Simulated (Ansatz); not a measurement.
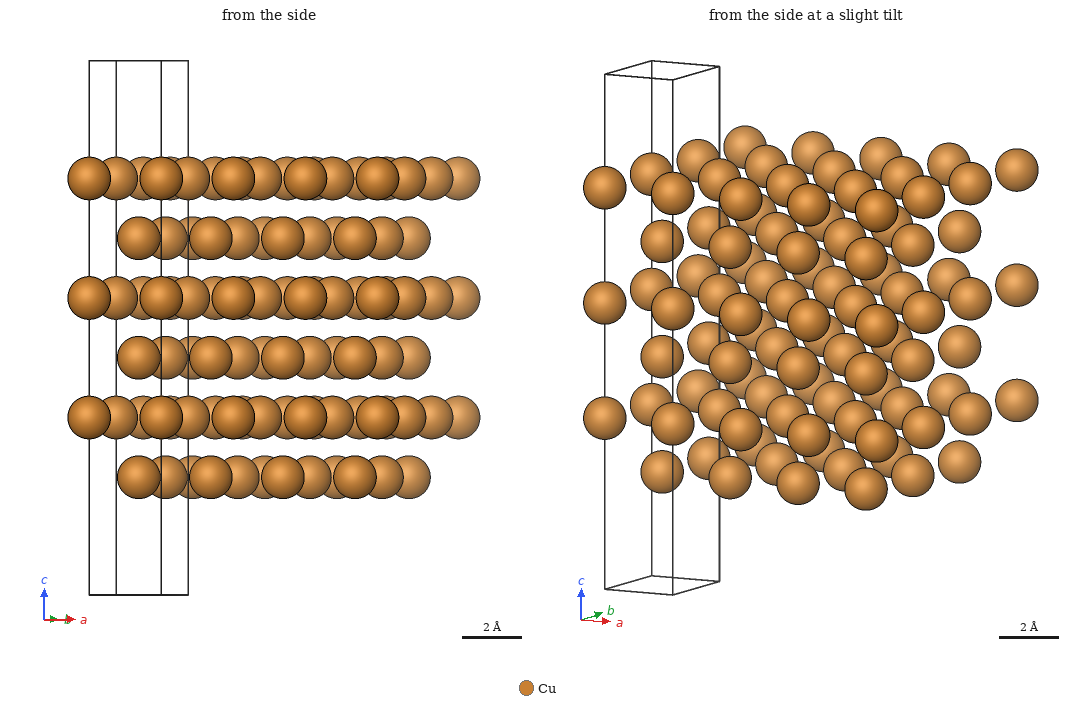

A spheres-only picture of a periodic slab, seen from the side and from the side at a slight tilt. The surface normal points up in side views; the box is the simulation cell. 4×3 cells are drawn in the plane, with atoms at the edges repeated.

The cell holds 6 Cu.

Estimate the thickness.

Answer. About 10 Å from the lowest to the highest atom, with about 8 Å of vacuum to the next image.

What is the stacking of atomic planes, top to bottom?

Answer. Six planes: Cu / Cu / Cu / Cu / Cu / Cu.

It goes back to a structure listed in the Materials Project. The cell was then strained or its atoms displaced on purpose. A calculation with Ansatz used it as input.
